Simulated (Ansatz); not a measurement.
System: TiO$_{2}$.

```yaml
crystal:
  lattice:
    - [4.55637, 0.00000, 0.00000]
    - [0.00000, 5.50918, 0.00000]
    - [0.00000, 0.00000, 4.94716]
  atoms:
    - { symbol: Ti, position: [0.50000, 0.66859, 0.75000] }
    - { symbol: Ti, position: [0.00000, 0.83141, 0.25000] }
    - { symbol: Ti, position: [0.50000, 0.33141, 0.25000] }
    - { symbol: Ti, position: [0.00000, 0.16859, 0.75000] }
    - { symbol: O, position: [0.72759, 0.61637, 0.08095] }
    - { symbol: O, position: [0.22759, 0.88363, 0.91905] }
    - { symbol: O, position: [0.77241, 0.88363, 0.58095] }
    - { symbol: O, position: [0.27241, 0.61637, 0.41905] }
    - { symbol: O, position: [0.72759, 0.38363, 0.58095] }
    - { symbol: O, position: [0.22759, 0.11637, 0.41905] }
    - { symbol: O, position: [0.77241, 0.11637, 0.08095] }
    - { symbol: O, position: [0.27241, 0.38363, 0.91905] }
```

Space group Pbcn; a structure from a database of computed crystals, not necessarily the ambient phase; computed without spin polarisation; Hubbard U of 4 eV on Ti d only.

Computed with DFT r2SCAN+U, scalar-relativistic, plane waves, PAW (Ansatz).

### What will maps of the valence pseudo-density and electron localisation function show?

Ti–O (1.96 Å): ρ is about 0.71 e/Å³ halfway; the ELF peaks at about 0.85 in the valence shell of O, 0.6 Å from its nucleus, and is about 0.25 at the midpoint; no localised pair shows between them.

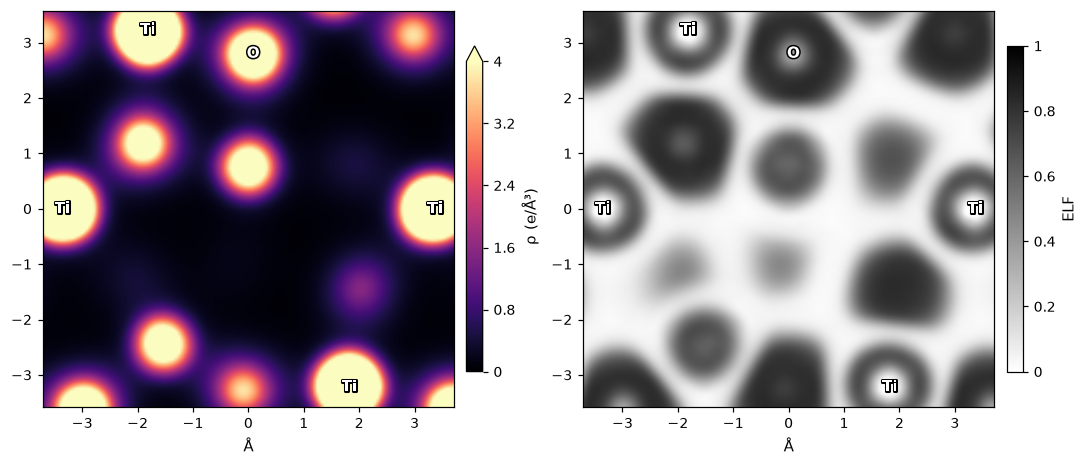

Computed valence pseudo-density and electron localisation function on the (111) plane of the conventional cell, in this order. Atoms just off the plane (Ti, 0.5 Å away and O, 0.3 Å away) can leave unmarked features too.
